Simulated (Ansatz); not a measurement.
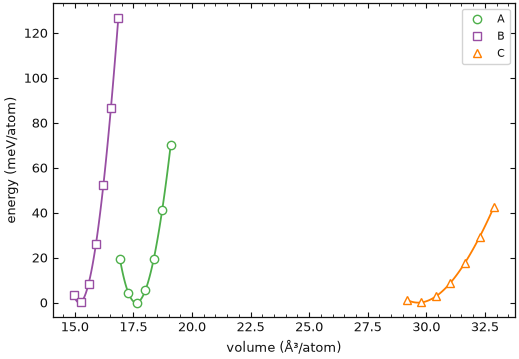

The plot gives the computed energy against volume, with one curve for each element, for Pb, Pt and Ta (all in space group Im-3m (No. 229)). The labels are replaced by letters.

Calculation (Ansatz 0.2.0): all-electron LAPW DFT, no spin polarisation; energies at scaled volumes of the given cell, shape and fractions fixed, counted from the fit's minimum, third-order Birch-Murnaghan fit. Level: PBEsol.

```json
{"setting": "occupations", "value": "Fermi–Dirac"}
{"setting": "smearing width", "value": "0.05 eV"}
{"setting": "potentials", "value": "all electron LAPW, scalar relativistic"}
```

Question: Which letter stands for which compound?

Answer: A: Ta; B: Pt; C: Pb.

Limits of the calculation: spin-orbit coupling left out, heavy elements (Pt, Pb).
